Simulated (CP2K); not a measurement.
**Fe: 5 runs along one coordinate**

System: Fe (Fmmm, 1 atom in the cell).
Method: Kohn-Sham DFT of a periodic cell, PBEsol, GTH-PBE with UZH-TZVP basis, spin-polarised (CP2K 2026.2).

The 5 runs differ only in the geometry, by an even scaling of the cell at fixed fractional positions. The structure derives from a Materials Project entry.

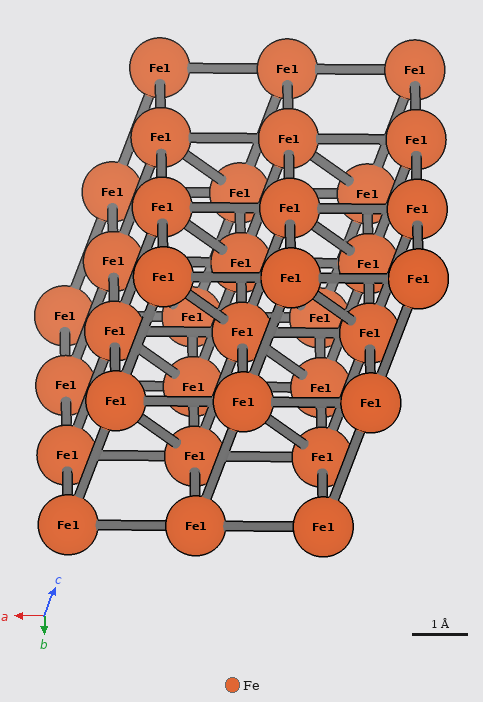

Figure 1. The structure of run 3 (ball-and-stick view of the reduced cell, repeated 2 × 3 × 2, seen at an oblique angle; atoms are numbered from 1 in the order of the input). An atom can appear more than once, as a periodic image.

### Input of run 3
```
&GLOBAL
  PROJECT fe_eos
  RUN_TYPE ENERGY_FORCE
  PRINT_LEVEL LOW
&END GLOBAL
&FORCE_EVAL
  METHOD QS
  STRESS_TENSOR ANALYTICAL
  &DFT
    BASIS_SET_FILE_NAME BASIS_MOLOPT_UZH
    POTENTIAL_FILE_NAME POTENTIAL_UZH
    UKS T
    MULTIPLICITY 5
    WFN_RESTART_FILE_NAME previous-RESTART.kp
    &MGRID
      CUTOFF 500
      REL_CUTOFF 60
      NGRIDS 5
    &END MGRID
    &QS
      METHOD GPW
      EPS_DEFAULT 1.0E-10
    &END QS
    &KPOINTS
      SCHEME MONKHORST-PACK 13 13 13
      GAMMA_CENTERED T
      SYMMETRY T
      SYMMETRY_BACKEND SPGLIB
    &END KPOINTS
    &SCF
      SCF_GUESS RESTART
      EPS_SCF 1.0E-6
      MAX_SCF 150
      ADDED_MOS 11 15
      CHOLESKY OFF
      EPS_EIGVAL 1.0E-7
      &DIAGONALIZATION ON
        ALGORITHM STANDARD
      &END DIAGONALIZATION
      &MIXING ON
        METHOD PULAY_MIXING
        ALPHA 0.4
        BETA 1.5
        NBUFFER 6
      &END MIXING
      &SMEAR ON
        METHOD FERMI_DIRAC
        ELECTRONIC_TEMPERATURE [K] 580.226
      &END SMEAR
    &END SCF
    &XC
      &XC_FUNCTIONAL
        &PBE
          PARAMETRIZATION PBESOL
        &END PBE
      &END XC_FUNCTIONAL
    &END XC
    &PRINT
      &KPOINTS ON
      &END KPOINTS
      &MULLIKEN ON
      &END MULLIKEN
      &MO ON
        ENERGIES T
        OCCUPATION_NUMBERS T
        &EACH
          QS_SCF 0
        &END EACH
        ADD_LAST NUMERIC
      &END MO
    &END PRINT
  &END DFT
  &SUBSYS
    &CELL
      A 2.7440643561 0.0000000000 0.0000000000
      B 1.3884428796 2.0242248492 0.0000000000
      C 1.3556214765 0.1645470696 2.0175258367
      PERIODIC XYZ
    &END CELL
    &COORD
      Fe  0.0000000000 0.0000000000 0.0000000000
    &END COORD
    &KIND Fe
      BASIS_SET TZVP-MOLOPT-PBE-GTH-q16
      POTENTIAL GTH-PBE-q16
      MAGNETIZATION 3.0
    &END KIND
    &PRINT
      &ATOMIC_COORDINATES ON
      &END ATOMIC_COORDINATES
      &CELL ON
      &END CELL
    &END PRINT
  &END SUBSYS
  &PRINT
    &FORCES ON
    &END FORCES
    &STRESS_TENSOR ON
    &END STRESS_TENSOR
  &END PRINT
&END FORCE_EVAL
```

Command:
```bash
OMP_NUM_THREADS=1 cp2k.psmp -i fe_eos.inp -o fe_eos.out
```

Run 4 differs from it as follows:
```diff
-      A 2.7440643561 0.0000000000 0.0000000000
-      B 1.3884428796 2.0242248492 0.0000000000
-      C 1.3556214765 0.1645470696 2.0175258367
+      A 2.7809018304 0.0000000000 0.0000000000
+      B 1.4070819209 2.0513988951 0.0000000000
+      C 1.3738199095 0.1667560187 2.0446099523
```

### Results, with one run withheld

```tsv
run	volume per atom (Å³)	free energy per atom, from the lowest run given (meV)	pressure (GPa)
1	10.749	3.91	5.01
2	10.978	0.00	0.59
3	11.207	1.89	−3.15
4	11.664	?	?
5	11.893	34.86	−10.66
```

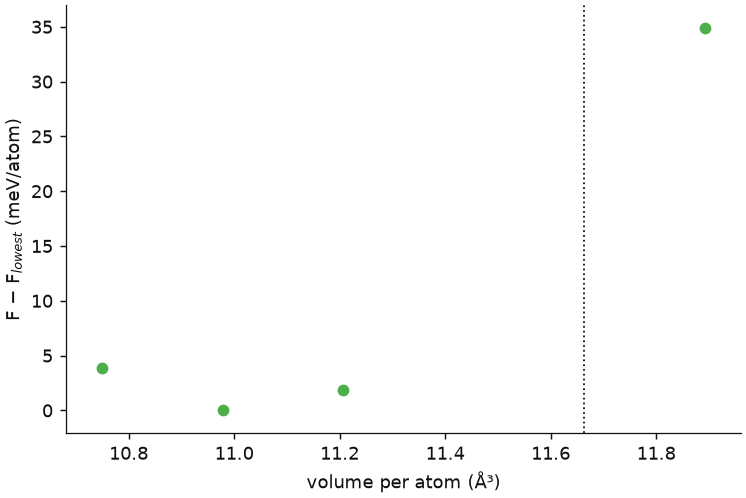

Figure 2. Free energy per atom of the runs given; the dotted line marks run 4.

Estimate the energy of run 4 from the others.

A quadratic polynomial in V^(−2/3) (the Birch–Murnaghan form), fitted to the 4 runs given, misses them by at most 0.09 meV per atom. With x = V^(−2/3) − 0.19984 Å⁻², it reads F = 1.5855 − 1473.5 x + 3.4546e+05 x² (meV per atom). At run 4 it gives 19.66 meV per atom, and the run itself gives 20.38. The slope of the fit gives a pressure −dF/dV of −9.28 GPa there, and the run prints −9.38 GPa. The two needn't agree exactly: the fit is approximate, and the printed stress is taken on a finite basis. The fit has its minimum at 11.017 Å³ per atom, where V d²F/dV² gives 182 GPa. Cell shape and fractional positions are held, so this is the stiffness under even scaling; the relaxed bulk modulus wasn't computed. The fit misses that run by 0.72 meV per atom.

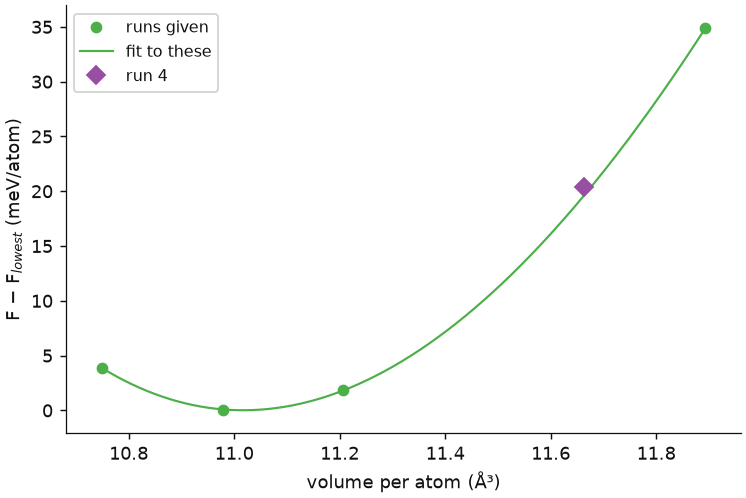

Figure 3. The fit and the withheld run.

### Some lines of the output (run 4)
```
[...]
 CELL| Volume [angstrom^3]:                                            11.663966
 CELL_REF| Volume [angstrom^3]:                                        11.663966
                        Smear method:                                FERMI_DIRAC
  Step     Update method      Time    Convergence         Total energy    Change
  Fermi energy:                                                 0.47930658883688
  Total energy:                                              -123.42810947704496
  Total energy (extrapolated to T->0):                       -123.42793051440718
 MO| E(Fermi):            0.479307 a.u.         13.042596 eV
```
